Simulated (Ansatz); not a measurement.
Band edges of a single layer of Te2Mo (space group of the slab cell P-6m2).

Input file:

```yaml
crystal:
  lattice:
    - [3.56039174, 0.0, 0.0]
    - [-1.78019587, 3.08338969, 0.0]
    - [0.0, 0.0, 16.57947964]
  atoms:
    - { symbol: Te, position: [0.33333333, 0.66666667, 0.39210505] }
    - { symbol: Te, position: [0.33333333, 0.66666667, 0.60789495] }
    - { symbol: Mo, position: [0.0, 0.0, 0.5] }
basis:
  ecutwfc: 420
kpoints:
  mp_grid: { grid: [24, 24, 1] }
hamiltonian:
  xc: pbe
scf:
  occupations: { method: gaussian, width: 0.05 }
output:
  forces: true
  eigenvalues: true
  eigenstates:
    nscf_kmesh: { grid: [72, 72, 1] }
    top_band: c6
    de_dk: true
    localisation: true
checkpoint:
  write: ck
  compress: false
  write_wavefunctions: false
  write_every: 100000
```

Run with:

```sh
ansatz run input.yaml --threads 1 --pin off --max-ram 3072MiB --backend cpu --events-out ev --progress --plain --runs-dir out
```

These are results of Ansatz 0.2.0, DFT PBE, scalar-relativistic, plane waves, PAW; levels and slopes on a dense k mesh at the converged density, not measurements. No spin polarisation. Mesh 72×72×1, interpolated with the band slopes. Cell and positions as given, without relaxation. The cell comes from a database of computed structures, not from a measurement.

Masses come from a second pass at points close to the extrema; at the energies drawn a band may no longer be parabolic.

The gap is direct, 1.05 eV at this level of theory, which underestimates gaps and can reorder valleys that lie close.

Valence band: two equivalent maxima at K, mass 0.64 mₑ in all directions; one maximum at Γ, 0.39 eV below the edge, where the band is nearly flat. Band 23 forms the valence edge.
Conduction band: two equivalent minima at K, mass 0.51 mₑ in all directions; six equivalent minima on the K–Γ line, 0.25 eV above the edge, principal masses 0.39 and 1.31 mₑ; three equivalent minima at M, 0.34 eV above the edge, principal masses 1.27 and 1.48 mₑ. Band 24 forms the conduction edge.

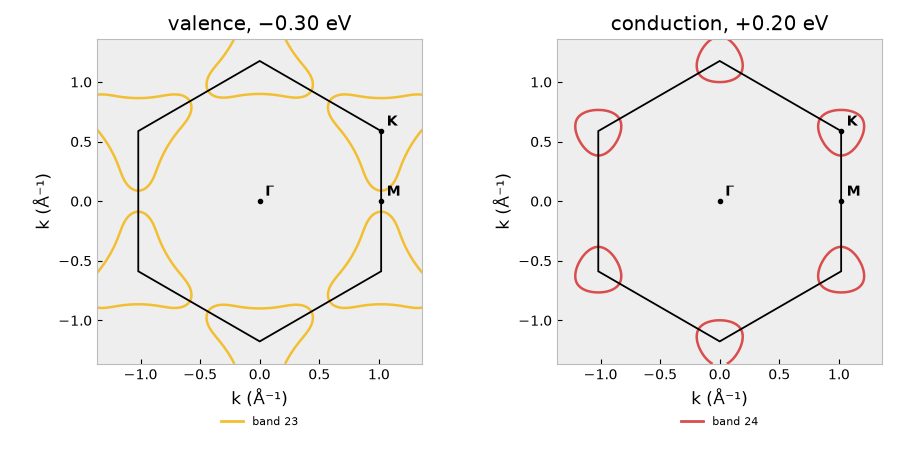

Constant-energy contours near the two band edges, measured from each edge.

Spin-orbit coupling, left out here, can change the gap, its kind, the place of the band edges and the masses, since the compound holds Te and Mo.

Time for the whole run: 100 s on 1 thread of AMD EPYC 9R45 96-Core Processor (Zen 5), on a shared host, peak memory 1.3 GiB.
